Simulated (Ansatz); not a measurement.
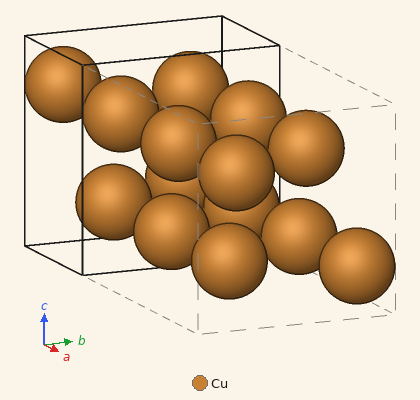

Cu, space group Cmcm (No. 63), a = 2.759 Å, b = 4.173 Å, c = 4.173 Å, α = 90.00°, β = 90.00°, γ = 90.00°. Source: the end point of a relaxation with DFT PBE, scalar-relativistic, plane waves, PAW (Ansatz 0.2.0). Forms under 0.4 % of the area are left out.

> Which faces does the BFDH rule predict for this crystal?

The forms computed, by share of the surface:

| form | faces | d (Å) | share of area (%) |
| --- | --- | --- | --- |
| {110} | 4 | 2.302 | 30.2 |
| {111} | 8 | 2.015 | 30.2 |
| {002} | 2 | 2.087 | 19.2 |
| {020} | 2 | 2.087 | 10.7 |
| {021} | 4 | 1.866 | 9.7 |

The crystal is roughly equant (blocky). Widths along a, b and c stand as 1.00 : 0.92 : 0.92.

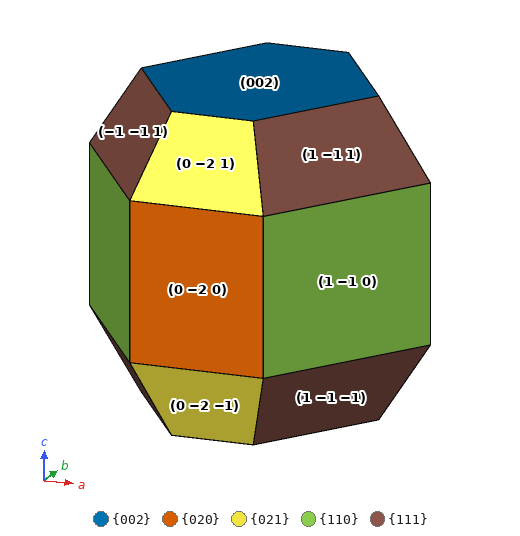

The computed shape, faces indexed. The rule is geometric and ignores bonding and growth conditions.
